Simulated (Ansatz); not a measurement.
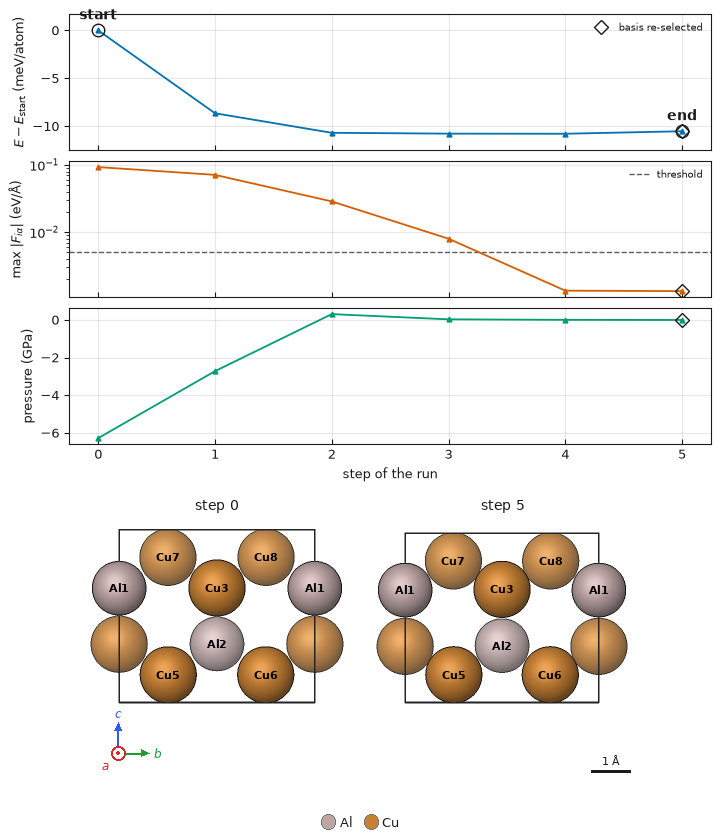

First and last geometry of a relaxation of crystalline AlCu₃ (set up in Pmmn), with the history of the run. A spheres-only model of the cell of the calculation, seen along the a axis.

These are results of DFT LDA, scalar-relativistic, plane waves, PAW in Ansatz 0.2.0, not measurements.

Input
```yaml
crystal:
  lattice:
    - [4.1725144, 0.0, 0.0]
    - [0.0, 5.10701746, 0.0]
    - [0.0, 0.0, 4.51171531]
  atoms:
    - { symbol: Al, position: [0.0, 0.0, 0.66111] }
    - { symbol: Al, position: [0.5, 0.5, 0.33889] }
    - { symbol: Cu, position: [0.0, 0.5, 0.66267495] }
    - { symbol: Cu, position: [0.5, 0.0, 0.33732505] }
    - { symbol: Cu, position: [0.0, 0.25094031, 0.16006468] }
    - { symbol: Cu, position: [0.0, 0.74905969, 0.16006468] }
    - { symbol: Cu, position: [0.5, 0.24905969, 0.83993532] }
    - { symbol: Cu, position: [0.5, 0.75094031, 0.83993532] }
basis:
  ecutwfc: 420
kpoints:
  mp_grid: { grid: [8, 8, 8] }
hamiltonian:
  xc: lda
scf:
  occupations: { method: gaussian, width: 0.1 }
output:
  forces: true
  stress: true
  eigenvalues: true
  write_density: true
  write_potential: true
  elf: true
  volumetric_format: npy
relax:
  adjacent_minimum: "off"
  f_tol: 0.005
  max_steps: 80
  cell: { stress_tol: 0.05 }
```

Run as
```bash
ansatz run input.yaml --threads 4 --pin off --max-ram 12288MiB --backend cpu --events-out ev --progress --plain --runs-dir out
```

Read the history and describe the run.

It converged. The largest moves relative to the cell, 0.025 Å, are those of Cu3 and Cu4. Cu4 goes along −c. By element the largest moves are Cu 0.025 Å, Al 0.013 Å. Cell: a 4.173 → 4.127 Å (−1.1 %), b 5.107 → 5.057 Å (−1.0 %), c 4.512 → 4.420 Å (−2.0 %). Volume −4.0 %. Some distances before and after: Cu3–Cu5 2.579 → 2.526 Å, Al1–Cu5 2.599 → 2.550 Å, Al1–Cu7 2.573 → 2.534 Å, Cu3–Cu5 (another image) 2.600 → 2.562 Å. The space group stays Pmmn (No. 59). Over 4 accepted moves (5 points after the start) the energy falls by 10.5 meV per atom. The largest force component goes from 0.093 to 0.0013 eV/Å. The pressure goes from −6.28 to −0.01 GPa. At 1 point the geometry stayed and the basis and grid were re-selected for the new cell (energy shift of 0.3 meV per atom at most each time).

```csv
step,"E − E(0), meV/atom","largest force component, eV/Å","pressure, GPa","volume, Å³/atom",note
0,0.00,0.0932,-6.28,12.018,
1,-8.64,0.0714,-2.72,11.728,
2,-10.68,0.0287,0.31,11.511,
3,-10.77,0.0080,0.03,11.530,
4,-10.78,0.0013,0.00,11.532,
5,-10.52,0.0013,-0.01,11.532,"same geometry, new basis"
```
